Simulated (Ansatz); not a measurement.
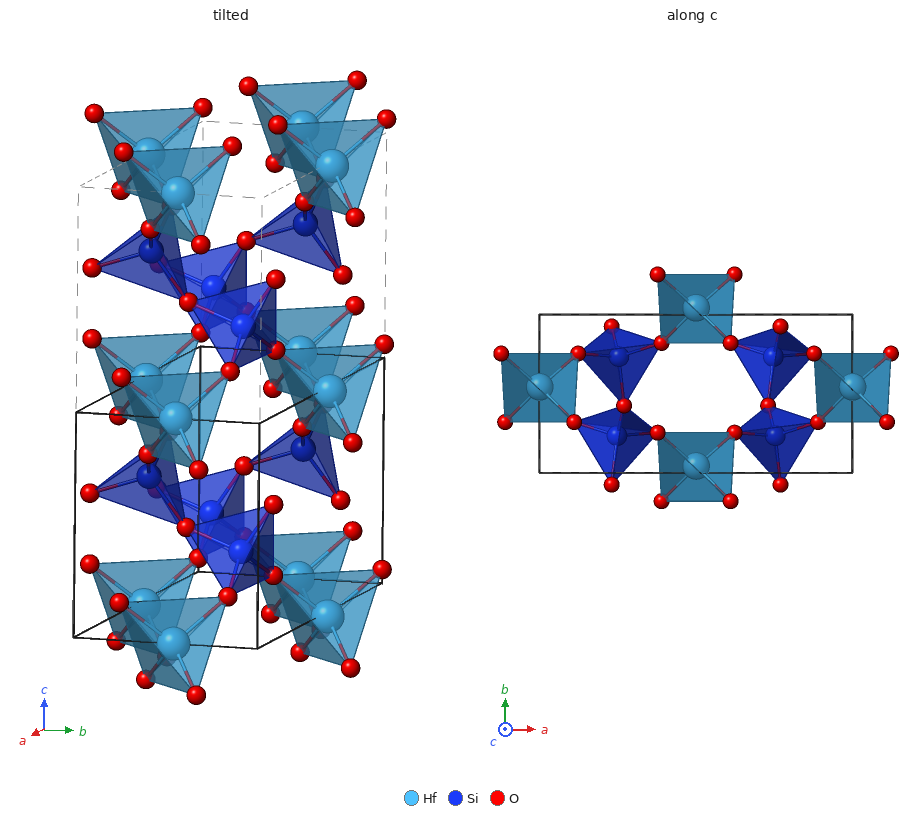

Structure drawing (polyhedral), viewed slightly off an axis and along the c axis. Shown are 1×1×2 repeats of the conventional unit cell, one of them outlined in solid lines. Some neighbours outside the box are added.

HfSi2O6, space group C2 (No. 5), a = 9.91 Å, b = 5.01 Å, c = 5.88 Å, α = 90.00°, β = 91.74°, γ = 90.00°.

Method used: Ansatz 0.2.0, DFT PBE, scalar-relativistic, plane waves, PAW. It ran with a cutoff energy of 420 eV, k-points about 0.27 Å⁻¹ apart, no spin polarisation.

### Is the electronic structure metallic or gapped?

An insulator at this level, with a gap of 5.03 eV on the k-mesh (the true edges may lie between mesh points, so the gap can be somewhat smaller).

Provenance: a structure type filled with these elements by a generator (whether the compound takes this form wasn't checked). What is shown is the relaxed result from DFT PBE, scalar-relativistic, plane waves, PAW (Ansatz 0.2.0).
